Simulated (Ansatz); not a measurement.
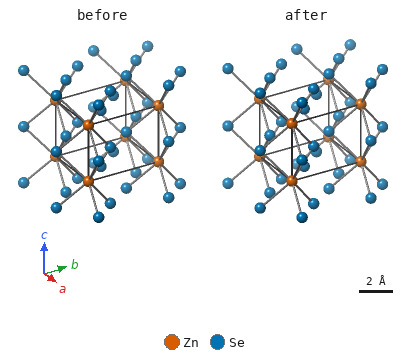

The structure of a crystal of ZnSe5 (a generated structure, set up in P-62m) (coarse preliminary run) before (left) and after (right) a relaxation, at one scale.

Style: ball-and-stick. Shown: the cell of the calculation, slightly off an axis.

The calculation used DFT PBE, scalar-relativistic, plane waves, PAW in Ansatz 0.2.0. (plane-wave cutoff 420 eV; k-point mesh 3 × 3 × 6; occupations gaussian; smearing width 0.1 eV; no spin polarisation; cell and atoms relaxed; force threshold 0.04 eV/Å; at most 70 steps)

Question: Describe what moved and what it gained.

Answer: The energy falls by 24.7 meV per cell of the calculation in 2 accepted moves (3 points after the start). The largest force component goes from 0.013 to 0.016 eV/Å. Pressure: 0.07 GPa at the start and 0.03 GPa at the end. At 1 point the geometry stayed and the basis and grid were re-selected for the new cell (energy shift of 0.2 meV per cell of the calculation at most each time). The largest moves relative to the cell, 0.014 Å, are those of Se atoms. Zn stays in place. The volume changes by −0.9 %, with a = b 6.495 → 6.392 Å (−1.6 %), c 3.589 → 3.671 Å (+2.3 %). Among the contacts that change: Se–Zn 2.710 → 2.723 Å. The space group stays P-62m (No. 189).
